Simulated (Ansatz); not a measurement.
Be

Input

```
crystal:
  lattice:
    - [2.2616611072, 0.0, 0.0]
    - [-1.1308305536, 1.9586559735, 0.0]
    - [0.0, 0.0, 3.5691603058]
  atoms:
    - { symbol: Be, position: [0.3333333333, 0.6666666667, 0.25] }
    - { symbol: Be, position: [0.6666666667, 0.3333333333, 0.75] }
basis:
  ecutwfc: 500
kpoints:
  mp_grid: { grid: [21, 21, 12] }
hamiltonian:
  xc: r2scan
scf:
  occupations: { method: fermi_dirac, width: 0.15 }
output:
  forces: true
  stress: true
  eigenvalues: true
  write_density: true
  write_potential: true
  elf: true
  volumetric_format: npy
relax:
  adjacent_minimum: "off"
  f_tol: 0.001
  max_steps: 60
  cell: { stress_tol: 0.01 }
```

Run with:

```sh
ansatz run input.yaml --threads 1 --pin off --max-ram 2560MiB --backend cpu --events-out ev --progress --plain --runs-dir out
```

Below, planes, directions and counts refer to the conventional cell (a = 2.26 Å, b = 2.26 Å, c = 3.57 Å, α = 90.00°, β = 90.00°, γ = 120.00°).

The fields are those of the relaxed geometry.

Space group P6₃/mmc.

Computed with DFT r2SCAN, scalar-relativistic, plane waves, PAW in Ansatz 0.2.0.

Core electrons are frozen (PAW), and the valence fields are smoothed inside the atomic spheres.

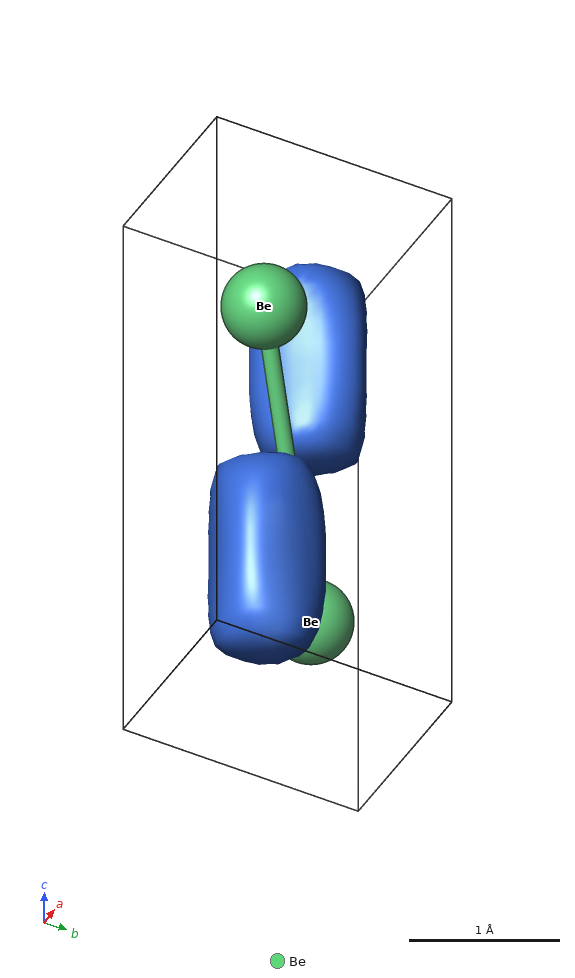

Figure 1. Isosurface of the ELF at 0.7 (blue), seen at an oblique angle. Core shells and regions of very low density are left out. Sticks mark near contacts.

**Where are the electrons localised?**

At this value the surface marks out two pockets between the atoms, centred on no nucleus (multi-centre or interstitial), counted in one cell of 2 atoms. Regions shared between cells count once. There are no localised bonds or lone pairs at this value.


Be–Be (2.21 Å): the ELF peaks at about 0.65 between the atoms. Be–Be (2.26 Å): the ELF peaks at about 0.60 between the atoms.

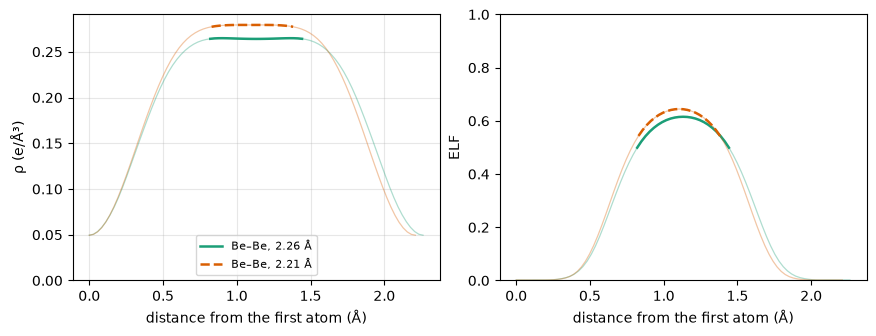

Figure 2. Valence electron density and ELF along straight lines between neighbouring atoms. Thin, pale parts lie inside the atomic spheres.

**What can be read from the curves?**

Be–Be (2.26 Å): ρ is about 0.26 e/Å³ halfway; the ELF peaks at about 0.60 between the atoms.
Be–Be (2.21 Å): ρ at the midpoint is about 0.28 e/Å³; the ELF peaks at about 0.65 between the atoms.

**Does the calculation give a band gap?**

It is metallic or semimetallic at this level of theory: no gap opens.
